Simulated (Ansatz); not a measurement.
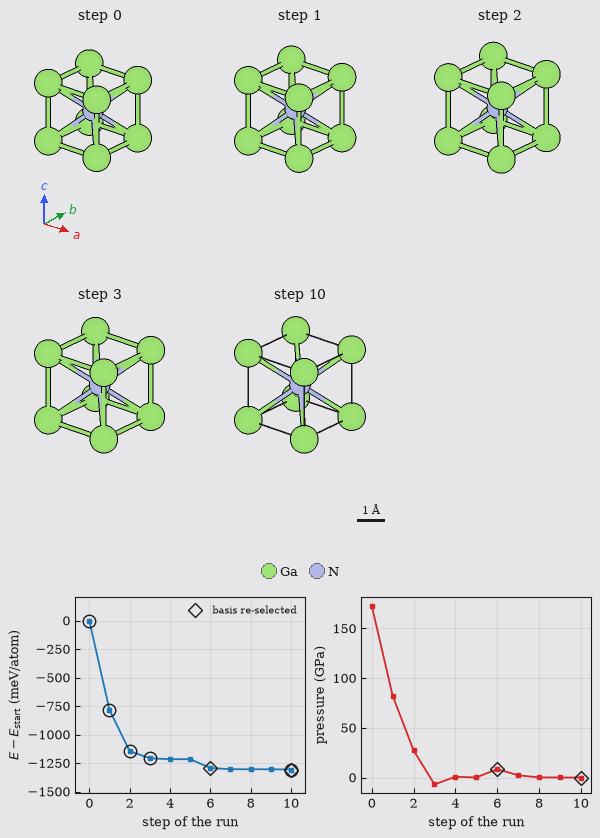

Frames of a relaxation of a crystal of GaN (built on the CsCl type), marked on the history of the run. The picture is a ball-and-stick view of the cell of the calculation, seen from a free direction.

The calculation used Ansatz 0.2.0, DFT, PBE, plane waves, PAW.

Input file:
```yaml
crystal:
  lattice:
    - [2.3738437591, 0.0, 0.0]
    - [0.0, 2.3738437591, 0.0]
    - [0.0, 0.0, 2.3738437591]
  atoms:
    - { symbol: Ga, position: [0.0, 0.0, 0.0] }
    - { symbol: "N", position: [0.5, 0.5, 0.5] }
kpoints:
  mp_grid: { grid: [10, 10, 10] }
hamiltonian:
  xc: pbe
scf:
  occupations: { method: fermi_dirac, width: 0.02 }
relax:
  f_tol: 0.005
  cell: {}
output:
  write_density: true
  write_potential: true
  elf: true
  volumetric_format: npy
```

Launched with:
```bash
ansatz run input.yaml --threads 2 --pin off --max-ram 2211MiB --backend cpu --events-out ev --progress --plain --runs-dir out
```

What happens along the run?

No atom moves by more than 0.005 Å relative to the cell. The drawn cell changes as follows: a = b = c 2.374 → 2.745 Å (+15.6 %); the volume changes by +54.6 %. Some distances before and after: Ga1–Ga1 2.374 → 2.745 Å, Ga1–N2 2.056 → 2.377 Å. The space group stays Pm-3m (No. 221). After 8 accepted moves (10 points after the start) the energy has fallen by 1306 meV per atom. All forces vanish by symmetry, so only the cell relaxes. Pressure: 172.89 GPa at the start and −0.04 GPa at the end. The SCF was repeated twice at an unchanged geometry on a basis and grid sized afresh for the cell, which shifted the energy by 76.7 meV per atom at most. Cost: 9 s on 2 threads of Arm Neoverse N1, with other jobs on the host, peak memory 0.3 GiB. From step 0 to 1: volume +15.3 %, energy −783 meV per atom. From step 1 to 2: volume +14.6 %, energy −361 meV per atom. From step 2 to 3: volume +14.3 %, energy −63.4 meV per atom. From step 3 to 10: volume +2.3 %, energy −98.4 meV per atom.

```
step  E − E(0), meV/atom  pressure, GPa  volume, Å³/atom                      note
   0                0.00         172.89            6.688                          
   1             -783.34          82.28            7.715                          
   2            -1144.44          27.34            8.842                          
   3            -1207.84          -6.94           10.106                          
   4            -1215.79           0.72            9.764                          
   5            -1215.74           0.03            9.796                          
   6            -1292.43           8.45            9.796  same geometry, new basis
   7            -1303.85           2.21           10.184                          
   8            -1304.26           0.11           10.330                          
   9            -1304.23           0.00           10.338                          
  10            -1306.22          -0.04           10.338  same geometry, new basis
```
